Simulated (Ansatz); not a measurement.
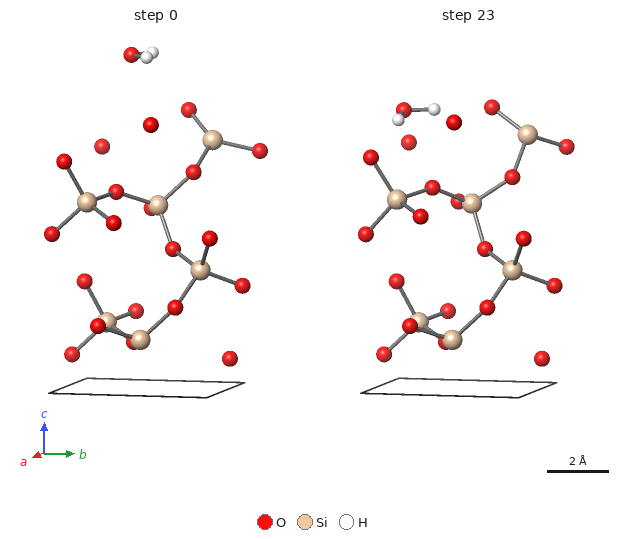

The structure of a slab of composition Si6H2O13 (cut from the P3_221 phase) before (left) and after (right) a constrained relaxation, at one scale.

Style: ball-and-stick. Shown: the cell of the calculation, outlined in the plane, without the vacuum (origin shifted), slightly off an axis.

Case: 1 H2O a cell, flat, over a hollow Si-O-O site. The slab is the (1 0 0) face of SiO2 with H2O on it. 9 atoms are held fixed.

Method: Ansatz 0.2.0, DFT PBE+D3(BJ), scalar-relativistic, plane waves, PAW. Set-up: plane-wave cutoff 420 eV; k-point mesh 3 × 3 × 1; occupations gaussian; smearing width 0.05 eV; no spin polarisation; dipole correction; atoms relaxed in a fixed cell; force threshold 0.04 eV/Å; at most 100 steps.

### Summarise the run.

An H atom moves most: 2.89 Å at 44° to the normal (−c side). By element the largest moves are H 2.89 Å, O 2.28 Å, Si 0.58 Å. The lattice vectors keep their values. Among the contacts that change: O–Si 4.295 → 1.849 Å, O–Si 1.619 → 1.670 Å, O–Si 1.522 → 1.555 Å, H–O 0.990 → 1.022 Å. New bonds form: O–Si (4.30 → 1.85 Å). Among the angles between lasting bonds that change: Si–O–Si 139.7° → 156.6°, O–Si–O 125.6° → 112.3°, Si–O–Si 139.5° → 145.8°. After 22 accepted moves (23 points after the start) the energy has fallen by 1.717 eV per cell of the calculation. Largest force component: 0.82 eV/Å at the start, 0.032 eV/Å at the end. The line search rejected the trial step at point 20 of the run. The run may lie on a higher electronic state than the lowest, so the end point isn't shown to be the ground-state structure. Cost: 7.9 min on 2 threads of Arm Neoverse V2, with other jobs on the host, peak memory 1.1 GiB.

Limits of the set-up: the periodic images lie only 4.9 Å apart, so the values are limited by the cell's size.
